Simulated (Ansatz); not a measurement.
# Field-gradient calculation of Li₂MgH₂N₂ (part 1 of 2)

System: Li₂MgH₂N₂ (Pbcn, 28 atoms in the cell).
Method: DFT, PBE, plane-wave PAW, default files, scalar-relativistic, no spin polarisation (Ansatz 0.2.0).

The structure derives from a Materials Project entry. Figures and captions count atoms from 1; the log counts them from 0 in places.

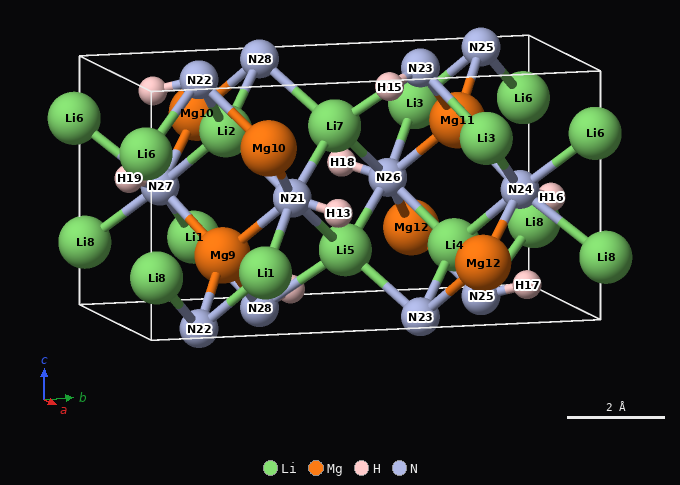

Fig. 1: The structure (ball-and-stick view of the cell of the calculation, seen slightly off an axis; atoms are numbered from 1 in the order of the input).

Summary:

```csv
quantity,value
outcome,converged
space group (tolerance 0.01 Å),Pbcn (60)
electrons treated,112
free energy,−12548.0806 eV
Fermi energy,4.569 eV
gap on the k-point mesh,2.32 eV
pressure,−0.62 GPa
field gradient V_zz (10²¹ V/m²),"Li −0.10, Li −0.10, Li −0.10, Li −0.10, Li 0.16, Li 0.16, Li 0.16, Li 0.16 (the first 8 of 28 sites)"
largest force (length of the vector),0.106 eV/Å
hardware,"1 thread of an Arm (aarch64) CPU, shared host"
wall time,41 s
peak memory,0.65 GiB
```

The input:
```yaml
crystal:
  lattice:
    - [5.136781, 0.0, 0.0]
    - [0.0, 9.767938, 0.0]
    - [0.0, 0.0, 5.236011]
  atoms:
    - { symbol: Li, position: [0.0, 0.254254, 0.25] }
    - { symbol: Li, position: [0.5, 0.245746, 0.75] }
    - { symbol: Li, position: [0.0, 0.745746, 0.75] }
    - { symbol: Li, position: [0.5, 0.754254, 0.25] }
    - { symbol: Li, position: [0.5, 0.511876, 0.25] }
    - { symbol: Li, position: [0.0, 0.988124, 0.75] }
    - { symbol: Li, position: [0.5, 0.488124, 0.75] }
    - { symbol: Li, position: [0.0, 0.011876, 0.25] }
    - { symbol: Mg, position: [0.5, 0.238666, 0.25] }
    - { symbol: Mg, position: [0.0, 0.261334, 0.75] }
    - { symbol: Mg, position: [0.5, 0.761334, 0.75] }
    - { symbol: Mg, position: [0.0, 0.738666, 0.25] }
    - { symbol: H, position: [0.833162, 0.443078, 0.449894] }
    - { symbol: H, position: [0.666838, 0.056922, 0.949894] }
    - { symbol: H, position: [0.833162, 0.556922, 0.949894] }
    - { symbol: H, position: [0.666838, 0.943078, 0.449894] }
    - { symbol: H, position: [0.333162, 0.943078, 0.050106] }
    - { symbol: H, position: [0.166838, 0.556922, 0.550106] }
    - { symbol: H, position: [0.333162, 0.056922, 0.550106] }
    - { symbol: H, position: [0.166838, 0.443078, 0.050106] }
    - { symbol: "N", position: [0.728105, 0.357347, 0.502753] }
    - { symbol: "N", position: [0.771895, 0.142653, 0.002753] }
    - { symbol: "N", position: [0.728105, 0.642653, 0.002753] }
    - { symbol: "N", position: [0.771895, 0.857347, 0.502753] }
    - { symbol: "N", position: [0.228105, 0.857347, 0.997247] }
    - { symbol: "N", position: [0.271895, 0.642653, 0.497247] }
    - { symbol: "N", position: [0.228105, 0.142653, 0.497247] }
    - { symbol: "N", position: [0.271895, 0.357347, 0.997247] }
kpoints:
  mp_grid: { grid: [4, 2, 4] }
scf:
  occupations: { method: fermi_dirac, width: 0.02 }
hamiltonian:
  xc: pbe
  pseudopotentials: { kind: paw }
output:
  forces: true
  stress: true
  populations: true
  efg:
    quadrupole_moments_barn: { Li: -0.0401, Mg: 0.1994, H: 0.00285783, "N": 0.02044 }
    contact_densities: true
```

Command:
```bash
ansatz run input.yaml --threads 1 --pin off --max-ram 2560MiB --backend cpu --events-out ev --progress --plain --runs-dir out
```

Output:
```
Engine: ansatz 0.2.0, aarch64-unknown-linux-gnu
Pseudopotentials: kind: paw
Pseudopotential: Li, paw, valence charge 3, recommended cutoff 420 eV (normal), Li.paw.azcp
Pseudopotential: Mg, paw, valence charge 10, recommended cutoff 420 eV (normal), Mg.paw.azcp
Pseudopotential: H, paw, valence charge 1, recommended cutoff 420 eV (normal), H.paw.azcp
Pseudopotential: N, paw, valence charge 5, recommended cutoff 420 eV (normal), N.paw.azcp
Functional definition: PBE
  parameter kappa = 0.804
  parameter beta = 0.06672455060314922
  exchange = pbe_x(kappa = kappa, mu = beta*pi^2/3)
  correlation = pbe_c(beta = beta)
Crystal: 28 atoms, lattice volume = 262.721 Å³
Basis set: ecut = 420 eV, 5181 PW (Γ), exchange–correlation on 72×144×72 points (8 copies of the dense FFT grid, shifted against one another)
Bands: 84, of which v1, the nominal top of the filled ones, is band 56 counted from 1 (55 counted from 0)
Symmetry: 8 space group operations
Space group: Pbcn (ITA 60), of the structure as read, at distance tolerance 6.4e-5 Å
k-points: 18 of 32
Non-local potential: Li, projectors of the file, l = 0: 3, l = 1: 2, l = 2: 1
Non-local potential: Mg, projectors of the file, l = 0: 3, l = 1: 2, l = 2: 1
Non-local potential: H, projectors of the file, l = 0: 2, l = 1: 1
Non-local potential: N, projectors of the file, l = 0: 2, l = 1: 2, l = 2: 1
PAW form: soft (Blöchl's): semilocal exchange-correlation on the pseudo side does not see the compensation charge
PAW one-centre angular grid: Li, 110 points (default); XC on 64 Gauss nodes
PAW one-centre angular grid: Mg, 110 points (default); XC on 64 Gauss nodes
PAW one-centre angular grid: H, 110 points (default); XC on 64 Gauss nodes
PAW one-centre angular grid: N, 110 points (default); XC on 64 Gauss nodes
Initial density: superposition of atomic densities (neutral atoms: chi_scale 0, normalization atom), corrected by the library's trained network
Initial wavefunctions: pseudopotential atomic-orbital guess
Functional: x = pbe(κ = 0.804, μ = 0.2195149727645171), c = pbe(β = 0.06672455060314922)
SCF iter   1: F=—  HF=-12548.083922 eV  |F-HF|=—  |Δ(HF+E_count)|=         —  Δρ=1.80e-3  dr2=9.73e-3  ethr=1.77e-3  ⟨swp⟩=6.1  Hψ=6499  notcnv=0  defer=177
preconditioner: auto → Resta (q_TF=auto, 2.367 Å⁻¹)  ε∞=3.0  [insulator: Δε(μ)=2.324 eV  Ē_g=13.065 eV  σ=0.020 eV  W_gap=1.00  n_scr=54 (ndim 8)  ℏωp=18.3 eV  f_vac=0.003  D(μ)=0.00/eV (n_scr^D=0)  ε∞_Penn≈3.0]
SCF iter   2: F=—  HF=-12548.080046 eV  |F-HF|=—  |Δ(HF+E_count)|=   3.88e-3  Δρ=9.09e-4  dr2=2.68e-3  ethr=8.69e-6  ⟨swp⟩=2.2  Hψ=2251  notcnv=0  defer=384
SCF iter   3: F=—  HF=-12548.080379 eV  |F-HF|=—  |Δ(HF+E_count)|=   3.33e-4  Δρ=1.30e-4  dr2=4.31e-5  ethr=2.39e-6  ⟨swp⟩=2.2  Hψ=1757  notcnv=0  defer=384
SCF iter   4: F=—  HF=-12548.080611 eV  |F-HF|=—  |Δ(HF+E_count)|=   2.32e-4  Δρ=4.56e-5  dr2=5.71e-6  ethr=3.85e-8  ⟨swp⟩=2.0  Hψ=1925  notcnv=0  defer=384
SCF iter   5: F=—  HF=-12548.080617 eV  |F-HF|=—  |Δ(HF+E_count)|=   5.74e-6  Δρ=8.91e-6  dr2=2.18e-7  ethr=5.10e-9  ⟨swp⟩=2.1  Hψ=1635  notcnv=0  defer=384
SCF iter   6: F=-12548.080617 eV  HF=-12548.080617 eV  |F-HF|=2.37e-8  |Δ(HF+E_count)|=   2.58e-7  Δρ=2.43e-6  dr2=1.92e-8  ethr=8.93e-11  ⟨swp⟩=12.5  Hψ=8214  notcnv=0
SCF 1 converged in 6 iterations: F = -12548.080617 eV  dr2 = 1.92e-8
  greatest PAW one-centre occupation: 1.000 electrons in one spin orbital (limit 2), on the Mg atom at site 11 (counted from 0), in its partial waves of l = 0
SCF converged after 6 iterations
Free energy (F): -12548.080617 eV
Harris-Foulkes:  -12548.080617 eV  (|F-HF|=2.37e-8)
Internal energy: -12548.080617 eV  (E = F + TS)
E sigma→0 (E₀):  -12548.080617 eV
Fermi energy:    4.568793 eV
--- Per-component energies (eV) ---
  E_band       = -2197.038475
  E_kinetic    = 1649.237781
  E_local      = -10267.665830  (includes V_loc(G=0)·N_el)
  E_nonlocal   = 491.644626
  E_hartree    = 3635.687586
  E_xc         = -764.694449
  E_vxc        = -977.288295  (∫ρ·V_xc dr)
  E_paw        = -2356.846248  (= ΣΔE_a)
  E_vpaw       = -364.332399  (= ΣTr[D̂ρ^β])
  E_aug_tail   = -0.009645  (compensation charges beyond the density's cutoff)
  E_ewald      = -4935.434437
  E_smearing   = -0.000000  (= −TS)
  E_closure    = 0.000000  (closes the sum)
  Σ components = -12548.080617   (vs F -12548.080617, Δ=0.00e0)
--- Forces (eV/Å), atoms counted from 1 ---
  atom   1  Li     0.00000000    -0.03024160     0.00000000
  atom   2  Li     0.00000000     0.03024160     0.00000000
  atom   3  Li     0.00000000     0.03024160     0.00000000
  atom   4  Li    -0.00000000    -0.03024160     0.00000000
  atom   5  Li    -0.00000000     0.05250534     0.00000000
  atom   6  Li     0.00000000    -0.05250534     0.00000000
  atom   7  Li     0.00000000    -0.05250534    -0.00000000
  atom   8  Li     0.00000000     0.05250534     0.00000000
  atom   9  Mg    -0.00000000     0.00018182    -0.00000000
  atom  10  Mg    -0.00000000    -0.00018182     0.00000000
  atom  11  Mg     0.00000000    -0.00018182    -0.00000000
  atom  12  Mg     0.00000000     0.00018182     0.00000000
  atom  13  H      0.00911426    -0.02210235     0.00260412
  atom  14  H     -0.00911426     0.02210235     0.00260412
  atom  15  H      0.00911426     0.02210235     0.00260412
  atom  16  H     -0.00911426    -0.02210235     0.00260412
  atom  17  H      0.00911426    -0.02210235    -0.00260412
  atom  18  H     -0.00911426     0.02210235    -0.00260412
  atom  19  H      0.00911426     0.02210235    -0.00260412
  atom  20  H     -0.00911426    -0.02210235    -0.00260412
  atom  21  N     -0.03810193     0.09409795     0.03025581
  atom  22  N      0.03810193    -0.09409795     0.03025581
  atom  23  N     -0.03810193    -0.09409795     0.03025581
  atom  24  N      0.03810193     0.09409795     0.03025581
  atom  25  N     -0.03810193     0.09409795    -0.03025581
  atom  26  N      0.03810193    -0.09409795    -0.03025581
  atom  27  N     -0.03810193    -0.09409795    -0.03025581
  atom  28  N      0.03810193     0.09409795    -0.03025581
  max |Σ_I F_I| component: 4.16e-17 eV/Å
--- Stress (GPa, compression-positive) ---
       -0.595951       0.000000       0.000000
        0.000000      -0.651748       0.000000
        0.000000       0.000000      -0.624368
  P = ⅓ Tr σ = -0.6240 GPa (-6.240 kbar)
```
